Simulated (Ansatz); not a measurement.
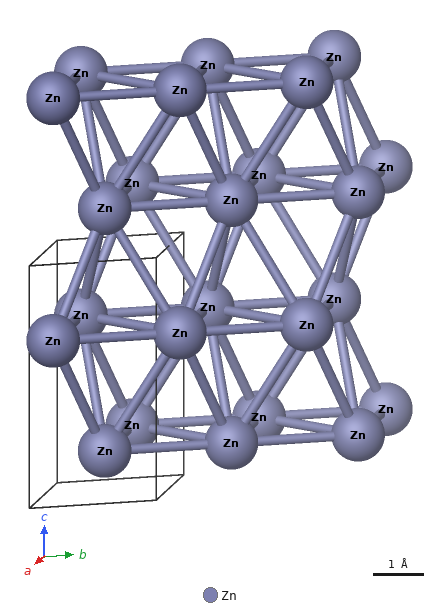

The starting point is a symmetric starting cell of Zn. The picture is a ball-and-stick view of the cell of the calculation, repeated 2 × 3 × 2 with one cell outlined, seen slightly off an axis.

Theory: DFT PBE, scalar-relativistic, plane waves, PAW (Ansatz 0.2.0). Settings: plane-wave cutoff 420 eV; k-point mesh 15 × 15 × 8; occupations gaussian; smearing width 0.1 eV; no spin polarisation.

The variant: Atoms are displaced by 0.11 Å: Zn1 0.11 Å along [−1 −2 0]. No relaxation follows. The starting cell wasn't computed here and needn't be at equilibrium, so pressure and forces aren't due to the change alone.

Input
```yaml
crystal:
  lattice:
    - [2.6647980532, 0.0, 0.0]
    - [-1.3323990266, 2.30778281, 0.0]
    - [0.0, 0.0, 4.9467]
  atoms:
    - { symbol: Zn, position: [0.3333333333, 0.6666666667, 0.25] }
    - { symbol: Zn, position: [0.7154147549, 0.4308295097, 0.75] }
basis:
  ecutwfc: 420
kpoints:
  mp_grid: { grid: [15, 15, 8] }
hamiltonian:
  xc: pbe
scf:
  occupations: { method: gaussian, width: 0.1 }
output:
  forces: true
  stress: true
  eigenvalues: true
```

Launched with:
```bash
ansatz run input.yaml --threads 1 --pin off --max-ram 1331MiB --backend cpu --events-out ev --progress --plain --runs-dir out
```

Q: What is the effect?

A: The pressure is −0.1 GPa (not all of it need come from the change, since the unchanged cell can be under pressure at this level too). The principal stresses (compression positive) are 2.4 GPa along c, −0.6 GPa along [1 2 0], −2.1 GPa along a. The largest forces, 0.08 eV/Å, act on Zn1 and Zn2; on Zn1 it points along [1 2 0]. The forces point straight back along the displacements (cosine −1.00). Some distances before and after: Zn–Zn 2.913 → 2.862 to 3.038 Å. The space group (tolerance 0.01 Å) goes from P6_3/mmc (No. 194) to Cmcm (No. 63).

Drawn alike, the variant:

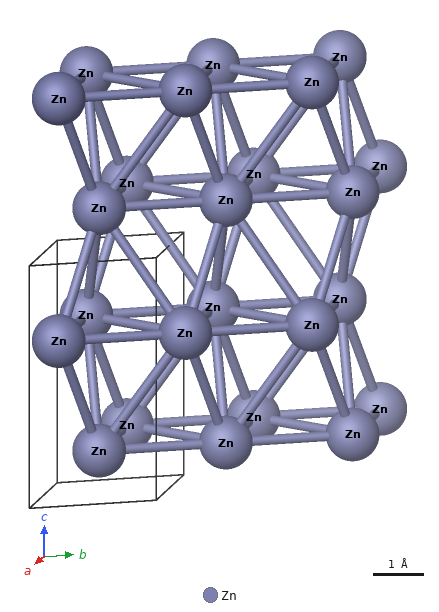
